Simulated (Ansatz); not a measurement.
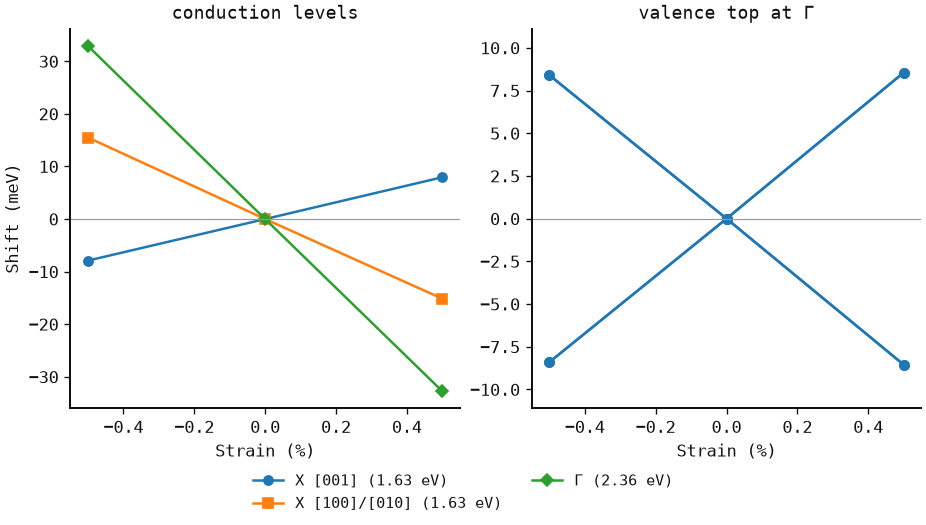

Shifts of the lowest conduction level at the points named, against the centre of the valence top at Γ (unstrained energies in the legend), and the splitting of that top about its centre. Directions are on the cubic axes.

System: rocksalt MgSe, space group Fm-3m (No. 225), 2 atoms in the primitive cell, in a cell relaxed beforehand; cubic a = 5.451 Å. Here the cell is stretched along z by ±0.5 %, with x and y held, and the atoms are carried along without relaxing. Level of theory: PBEsol, all-electron LAPW, spin-orbit coupling, no magnetisation, 8×8×8 k mesh; code Ansatz.

### How fast does each conduction level move?

For each 1 % of strain: +16 meV at X [001], −31 meV at X [100]/[010] and −66 meV at Γ.

### What shear deformation potential follows for the X valleys?

For the X valleys E[001] − E[100] = Ξu (εzz − εxx), and the splitting is +46 meV for 1 %, so Ξu = 4.6 eV.

### How does the valence top split?

The fourfold valence top splits at 34 meV for each 1 % of strain, into two pairs, which gives |b| = 1.70 eV from a splitting of 2|b| (εzz − εxx).

LDA, GGA and most meta-GGA functionals understate gaps.
